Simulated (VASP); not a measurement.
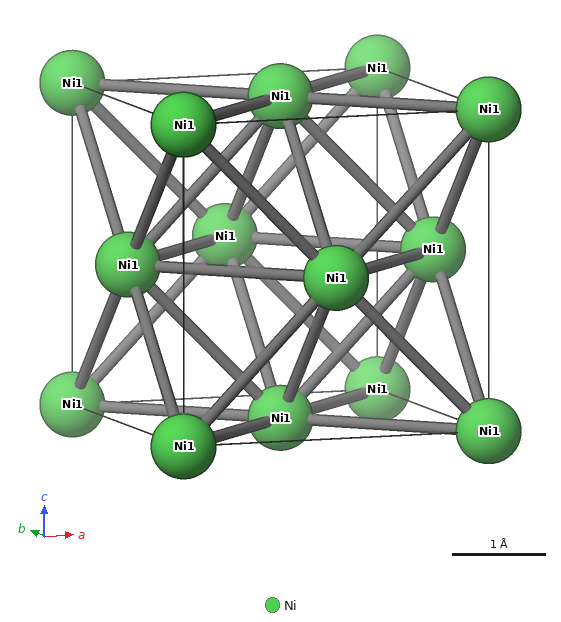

Figure 1. The input geometry of the first run (ball-and-stick view of the cell 4 times as large as that of the calculation, set on its symmetry axes, seen slightly off an axis; atoms are numbered from 1 in the order of the input).

**Ni: a changed input and its effect**

System: Ni (Fm-3m, 1 atom in the cell).
Method of the first run: Kohn-Sham DFT of a periodic cell, PBEsol, VASP PAW PBE potentials, recommended, spin-polarised (VASP 6.6.1).

The structure was built on a prototype by a generator; it need not be a known phase. 

### INCAR, the first run
```
ALGO = Normal
EDIFF = 1E-7
ENCUT = 520
GGA = PS
ISIF = 2
ISMEAR = 1
ISPIN = 2
LASPH = T
LCHARG = F
LMAXMIX = 4
LORBIT = 11
LREAL = F
LWAVE = F
MAGMOM = 0.8
NBANDS = 15
NELM = 120
PREC = Accurate
SIGMA = 0.1
```

### KPOINTS, the first run
```
k-points
0
Gamma
  31 31 31
```

### POSCAR, the first run
```
Ni
1.0
    0.0000000000      1.7600000000      1.7600000000
    1.7600000000      0.0000000000      1.7600000000
    1.7600000000      1.7600000000      0.0000000000
Ni
1
Direct
    0.0000000000      0.0000000000      0.0000000000
```

Command:
```bash
cat potpaw_PBE.64/Ni/POTCAR > POTCAR
mpirun -np 1 vasp_std > vasp.out
```

Hardware: 1 thread of Intel Xeon @ 2.50GHz (Skylake/Cascade Lake), 176 GiB of memory available, shared host.

### OSZICAR and lines of OUTCAR (the first run)
```
N       E                     dE             d eps       ncg     rms          rms(c)
DAV:   1     0.322122191743E+02    0.32212E+02   -0.42244E+03 51895   0.857E+02
DAV:   2    -0.589125422209E+01   -0.38103E+02   -0.35337E+02 55659   0.162E+02
DAV:   3    -0.733065428373E+01   -0.14394E+01   -0.14281E+01 59719   0.309E+01
DAV:   4    -0.733944897264E+01   -0.87947E-02   -0.87929E-02 59978   0.230E+00
DAV:   5    -0.733955802173E+01   -0.10905E-03   -0.10905E-03 60858   0.230E-01    0.106E+01
DAV:   6    -0.652576667262E+01    0.81379E+00   -0.16110E+01 71017   0.440E+01    0.626E+00
DAV:   7    -0.613631594987E+01    0.38945E+00   -0.28057E+00 65824   0.164E+01    0.183E+00
DAV:   8    -0.612149592109E+01    0.14820E-01   -0.26360E-02 60558   0.106E+00    0.927E-01
DAV:   9    -0.611841074314E+01    0.30852E-02   -0.22395E-03 81759   0.277E-01    0.274E-01
DAV:  10    -0.611773131720E+01    0.67943E-03   -0.57490E-04 85345   0.126E-01    0.555E-02
DAV:  11    -0.611768970249E+01    0.41615E-04   -0.82512E-05 77002   0.654E-02    0.285E-02
DAV:  12    -0.611769068750E+01   -0.98500E-06   -0.18508E-06 59901   0.103E-02    0.133E-02
DAV:  13    -0.611769100001E+01   -0.31252E-06   -0.41423E-07 66477   0.605E-03    0.577E-03
DAV:  14    -0.611769084361E+01    0.15641E-06   -0.93138E-08 48742   0.292E-03    0.798E-04
DAV:  15    -0.611769081766E+01    0.25949E-07   -0.68569E-09 35078   0.623E-04
   1 F= -.61176908E+01 E0= -.61177265E+01  d E =0.107039E-03  mag=     0.6403
[... from OUTCAR:]
  free energy    TOTEN  =        -6.11769082 eV
  energy without entropy =       -6.11779786  energy(sigma->0) =       -6.11772650
 E-fermi :   9.1662     XC(G=0): -13.4224     alpha+bet :-16.4271
  free  energy   TOTEN  =        -6.1176908177 eV
  energy  without entropy=       -6.1177978571  energy(sigma->0) =       -6.11772650
```

The input of the second run differs as follows (lines with − go, lines with + come):
```diff
-ISPIN = 2
-LMAXMIX = 4
-LORBIT = 11
-MAGMOM = 0.8
-NBANDS = 15
+NBANDS = 11
```

How does the second run compare with the first run?

With the same functional and potentials, the second run lies 55.5 meV per atom higher. The pressure goes from −9.94 to −11.16 GPa. The SCF takes 12 iterations against 15. On the same kind of shared host the second run took about 0.25 times as long.

### OSZICAR and lines of OUTCAR (the second run)
```
N       E                     dE             d eps       ncg     rms          rms(c)
DAV:   1     0.288166468300E+02    0.28817E+02   -0.49568E+03 18458   0.125E+03
DAV:   2    -0.630802772792E+01   -0.35125E+02   -0.33209E+02 18627   0.173E+02
DAV:   3    -0.729078236374E+01   -0.98275E+00   -0.97056E+00 20124   0.336E+01
DAV:   4    -0.729896368799E+01   -0.81813E-02   -0.81783E-02 20023   0.275E+00
DAV:   5    -0.729913682944E+01   -0.17314E-03   -0.17314E-03 20424   0.383E-01    0.104E+01
DAV:   6    -0.650080178880E+01    0.79834E+00   -0.18610E+01 21445   0.600E+01    0.627E+00
DAV:   7    -0.608242268928E+01    0.41838E+00   -0.34041E+00 21387   0.236E+01    0.157E+00
DAV:   8    -0.606469584717E+01    0.17727E-01   -0.26758E-02 25967   0.155E+00    0.489E-01
DAV:   9    -0.606218617906E+01    0.25097E-02   -0.28622E-03 26586   0.351E-01    0.646E-02
DAV:  10    -0.606219613712E+01   -0.99581E-05   -0.30727E-05 22285   0.493E-02    0.453E-02
DAV:  11    -0.606219707649E+01   -0.93937E-06   -0.88672E-07 22432   0.132E-02    0.284E-03
DAV:  12    -0.606219708922E+01   -0.12732E-07   -0.14207E-08 11148   0.993E-04
   1 F= -.60621971E+01 E0= -.60614827E+01  d E =-.214303E-02
[... from OUTCAR:]
  free energy    TOTEN  =        -6.06219709 eV
  energy without entropy =       -6.06005406  energy(sigma->0) =       -6.06148275
 E-fermi :   8.9593     XC(G=0): -13.4206     alpha+bet :-16.4271
  free  energy   TOTEN  =        -6.0621970892 eV
  energy  without entropy=       -6.0600540599  energy(sigma->0) =       -6.06148275
```

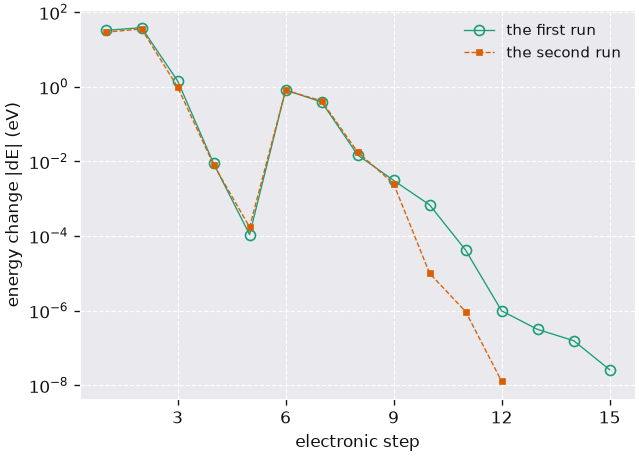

Figure 2. Convergence of the two runs: energy change |dE| against the electronic step. The first run takes 15 steps in all, and the second run takes 12.

### The two runs side by side

```csv
quantity,the first run,the second run
outcome,converged,converged
free energy per atom (eV),−6.1177,−6.0622
"energy per atom, smearing taken to zero (eV)",−6.1177,−6.0615
gap on the mesh (eV),0.00,0.00
net moment of the cell (μB),0.64,–
pressure (GPa),−9.94,−11.16
largest force (eV/Å),0.000,0.000
SCF iterations,15,12
irreducible k-points,816,816
plane waves at Γ,306,306
```

For the first run: The cell is under a tension of 9.9 GPa at this level, so it is not at its equilibrium volume. For the second run: The run has no spin polarisation, so a magnetic state may lie lower. The cell is under a tension of 11.2 GPa at this level, so it is not at its equilibrium volume.
